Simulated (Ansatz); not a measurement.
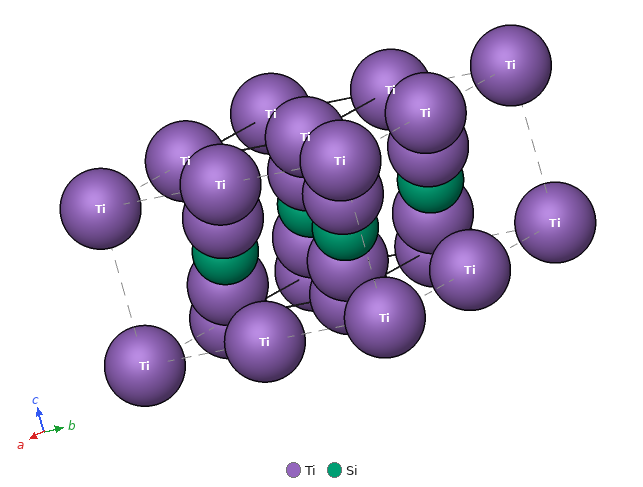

View slightly off an axis, drawn as a spheres-only model. A block of 2×2×1 cells is shown, with one simulation cell in solid outline.

This input was run:
```yaml
crystal:
  lattice:
    - [0.0, 3.107973839, 2.9836548854]
    - [3.107973839, 0.0, 2.9836548854]
    - [3.107973839, 3.107973839, 0.0]
  atoms:
    - { symbol: Ti, position: [0.75, 0.75, 0.75], spin: 0.19 }
    - { symbol: Ti, position: [0.25, 0.25, 0.25], spin: 0.19 }
    - { symbol: Ti, position: [0.0, 0.0, 0.0], spin: 0.8 }
    - { symbol: Si, position: [0.5, 0.5, 0.5] }
basis:
  ecutwfc: 420
kpoints:
  mp_grid: { grid: [14, 14, 14] }
hamiltonian:
  xc: pbesol
scf:
  occupations: { method: gaussian, width: 0.15 }
output:
  forces: true
  stress: true
  eigenvalues: true
  populations: true
magnetization:
  spin_polarized: true
```
Run as:
```sh
ansatz run input.yaml --threads 1 --pin off --max-ram 2560MiB --backend cpu --events-out ev --progress --plain --runs-dir out
```

Method used: DFT PBEsol, scalar-relativistic, plane waves, PAW (Ansatz). It ran with plane waves up to 420 eV, k-mesh 14×14×14, Gaussian smearing of 0.15 eV, collinear spins.

Is it conducting or gapped at this level?

Answer. A metal: bands cross the Fermi level.

Under what pressure is the structure?

Answer. The computed pressure is 6.2 GPa (compressed: it would expand). The stress isn't hydrostatic: its largest component is 7.3 GPa.

Does it come out magnetic?

Answer. Yes: the net moment is 1.1 μB and the absolute magnetisation 1.2 μB for the cell drawn.

Origin of the cell: a structure listed in the Materials Project. The cell was then strained or its atoms displaced on purpose. It was run through Ansatz as a DFT input.

At this level of theory the cell isn't at rest (compressed, at 6 GPa), so its distances can differ from those at equilibrium, the more so the softer the solid, and its magnetic state may change on relaxation.
